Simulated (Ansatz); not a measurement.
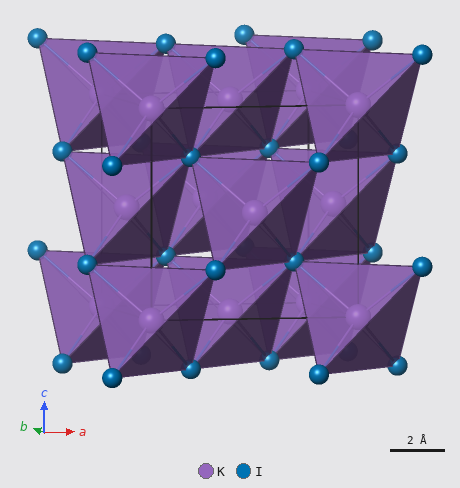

The starting point is a crystal of KI (built on the zincblende type) at its r2SCAN-relaxed geometry. A polyhedral model of the conventional cell (4 times the calculation's cell), seen from a free direction. Lengths and directions refer to the drawn axes.

The calculation used DFT, r2SCAN, plane waves, PAW (Ansatz). Set-up: plane-wave cutoff 500 eV; k-point mesh 6 × 6 × 6; occupations fixed; no spin polarisation.

Change: All lengths are scaled by −2.0 % (volume −5.9 %). The atoms were relaxed with r2SCAN under that strain, and this is a single point on that geometry.

**What is the effect?**

Some distances before and after: I–K 3.435 → 3.366 Å. The space group stays F-43m (No. 216). Energy change: +6.0 meV per atom. Pressure: 0.0 GPa before, 0.5 GPa after. All forces vanish by symmetry. The band gap: 4.47 eV before, 4.56 eV after.

Drawn alike, the variant:

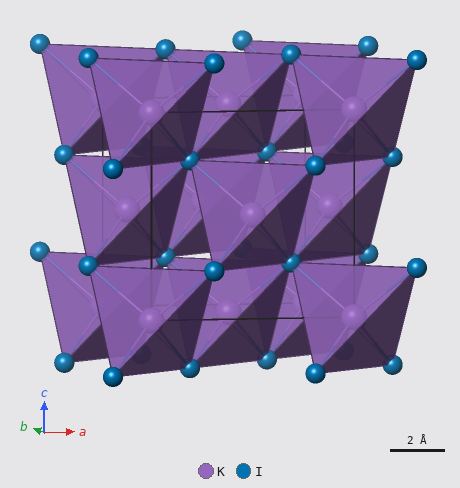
